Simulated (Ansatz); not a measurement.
# Bilayer T-HfS2 in a field along the normal: induced dipole (PBEsol)

A gate puts a field across bilayer T-HfS2. How large is the induced dipole, and what happens to the gap?

All values are computed: Ansatz 0.2.0, PBEsol, plane waves, no spin–orbit coupling; sawtooth field with a dipole correction, atoms held at their zero-field places, cell area 11.47 Å². The field is the one in the vacuum. Energy changes count from the zero-field run.

```
field (V/Å)  dipole (e·Å)  energy change (meV)  gap on the path (eV)
       0.05         0.030                 -0.7                  1.19
        0.1         0.059                 -3.0                  1.16
        0.2         0.118                -11.8                  1.08
        0.3             ?                    ?                     ?
        0.4         0.237                -47.3                  0.91
```

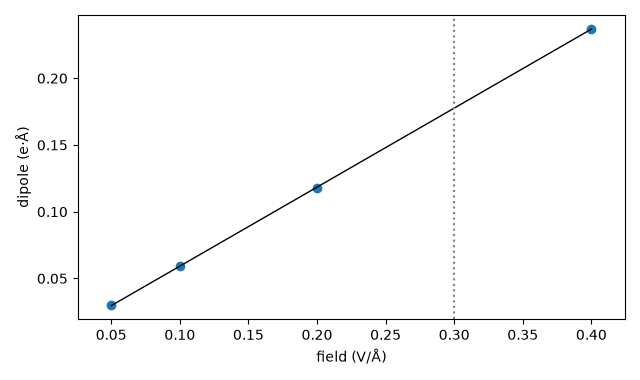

The shown rows (points), the fit (line) and the place of the withheld row (dotted).

**Fit.** A least-squares line through the shown values, as rounded, is dipole = 0.000 + 0.592 × field (V/Å); it misses them by 0.000 e·Å at most. The fit misses the rows by 0.000 e·Å on average, and their plain mean by 0.067 e·Å, so the fit does better. The slope is the electronic polarisability of the cell, α = 0.592 e·Å²/V. It also sets the energy, −αF²/2 for a sheet without a dipole of its own: -47.4 meV at 0.4 V/Å. From the weakest to the strongest field the gap on the path changes by -0.28 eV, since the field shifts the levels of one sheet against the other.

**The withheld row.** The prediction is 0.000 + 0.592 × (0.3) = 0.178 e·Å. The run gave dipole 0.178 e·Å, energy change -26.6 meV, gap on the path 0.99 eV. The miss in dipole is +0.000 e·Å, within the scatter of the fitted rows. The mean of the shown rows would have missed by +0.067 e·Å.

Ions don't move, so the lattice part of the screening is missing; semilocal functionals overestimate polarisabilities somewhat.

[Logs are printed without paths, hosts, clocks, repeated set-up lines and the standing remarks that a program may print on its own settings, such as how far it seeks lower states.]
